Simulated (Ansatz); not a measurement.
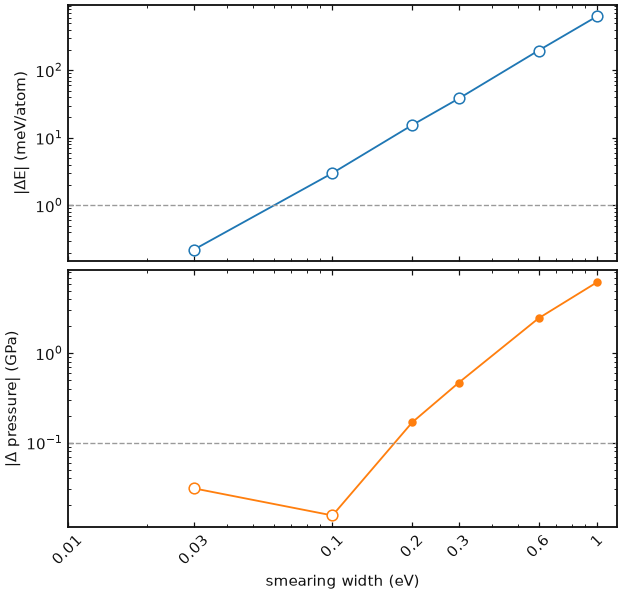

Scan of the smearing width.
System: Ce (Fm-3m, 1 atom in the cell).
Method: DFT, r2SCAN, plane waves (500 eV) with PAW, scalar-relativistic in Ansatz 0.2.0; 12×12×12 k-mesh, no spin polarisation, Gaussian smearing.
ΔE is the free energy less its value at the smallest setting, 0.01 eV.
Dashed lines or grey bands mark the tolerance: 1 meV/atom and 0.1 GPa.
On logarithmic panels, open markers lie below the reference value and filled ones above.

What is enough for the free energy to 1 meV/atom?

Answer. The free energy is within 1 meV/atom of the smallest setting's value from 0.03 eV down. It is off by 630 meV/atom at 1 eV, 38 meV/atom at 0.3 eV and 3 meV/atom at 0.1 eV (always below it). The free energy falls with the width because it holds the −TS term of the fractional occupations.

And the pressure, to 0.1 GPa?

Answer. The pressure is within 0.1 GPa of the smallest setting's value from 0.1 eV down. It is off by 6.2 GPa at 1 eV, 0.47 GPa at 0.3 eV and 0.17 GPa at 0.2 eV (on both sides of it).
